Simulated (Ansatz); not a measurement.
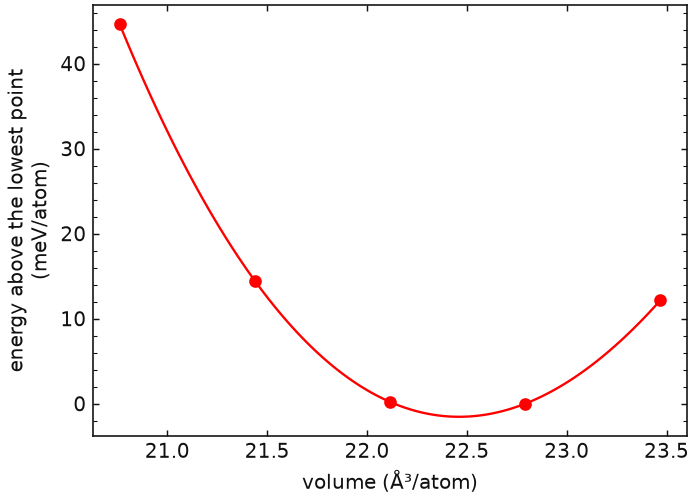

The picture above shows the energy above the lowest point against volume.

Method: equation of state of a cubic crystal from periodic Kohn-Sham density functional theory without spin, third-order Birch-Murnaghan fit to the free energies; pressure corrected for the finite basis (Ansatz 0.2.0 development build). Level: r2SCAN.

For which of these solids was it computed?
A. Li, Im-3m (No. 229)
B. Sb, Fd-3m (No. 227)
C. Hf, Fm-3m (No. 225)

Answer. C, Hf: energy above the lowest point from 0.0 meV/atom to 44.6 meV/atom, V0 22.46 Å³/atom, B0 103 GPa. The others give: Li, energy above the lowest point from 0.0 meV/atom to 13.5 meV/atom, V0 21.07 Å³/atom, B0 13 GPa; Sb, energy above the lowest point from 0.0 meV/atom to 18.1 meV/atom, V0 41.91 Å³/atom, B0 33.7 GPa.

For Hf, limits of the calculation: cubic model structure, not the ambient form.

For Li, limits of the calculation: pseudopotentials made with PBE, not this functional.

For Sb, limits of the calculation: cubic model structure, not the ambient form; pseudopotentials made with PBE, not this functional.
